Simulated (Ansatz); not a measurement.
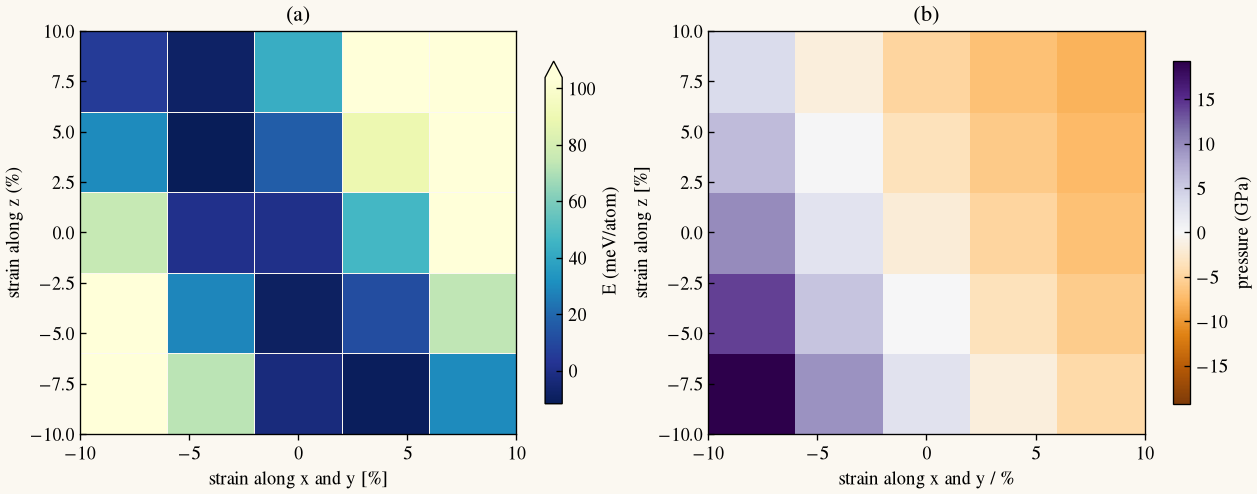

Sn (Im-3m, No. 229; 1 atom in the cell). The cell is strained homogeneously, by one strain along x and y and another along z, with fractional coordinates fixed (x, y and z along the cube axes). First axis: strain along x and y. Second axis: strain along z. The scan uses a 5 × 5 grid. Energies: meV/atom, counted from the unstrained cell. The reference cell is the one listed in the database, not relaxed at this level. These are results of DFT PBEsol, scalar-relativistic, plane waves, PAW in Ansatz 0.2.0, not measurements. Settings: cutoff 420 eV, k-mesh 18×18×18, gaussian smearing 0.15 eV, no spin polarisation.

Panel (a) is the energy; panel (b) is the computed pressure, in GPa.

The picture shows one coloured cell a grid point, one colour for all values above the top of the scale.

### How does the pressure vary over the map, and what is it at the lowest grid point?

It runs from −8.0 GPa at strain along x and y = 8 %, strain along z = 8 % to 19.3 GPa at strain along x and y = −8 %, strain along z = −8 %. At the lowest grid point, strain along x and y = −4 %, strain along z = 4 %, it is 0.3 GPa.
